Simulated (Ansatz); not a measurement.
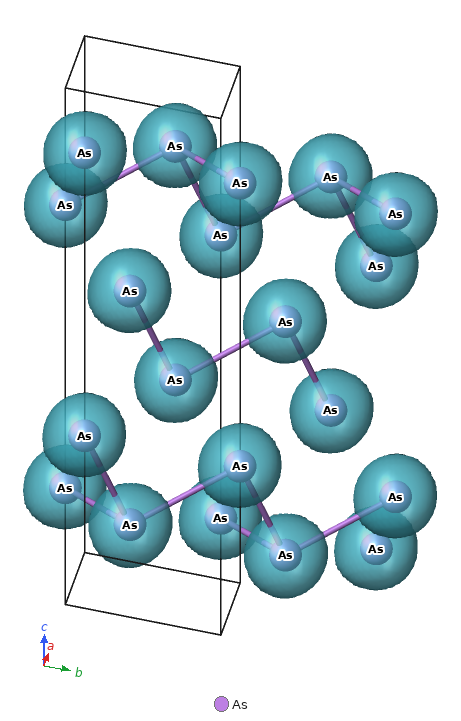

Figure 1: As. Isosurface of the valence charge density (pseudo) at 0.8 e/Å³ (cyan), seen at an oblique angle. Sticks mark near contacts.

Space group R-3m; computed pressure about −2 GPa in this cell.

Level of theory: Kohn-Sham DFT of a periodic cell, r2SCAN, Ansatz PAW in Ansatz.

Core electrons are frozen (PAW), and the valence fields are smoothed inside the atomic spheres.

### How is the density connected at this value?

At this value the density breaks into separate islands; it holds about 75 % of the electrons treated as valence. It bridges none of the near contacts. It is pinched off along the shortest As–As (2.56 Å) contacts. On the grid the lowest density along these lines, outside the cores, is 0.48 e/Å³ (As–As, 2.56 Å).
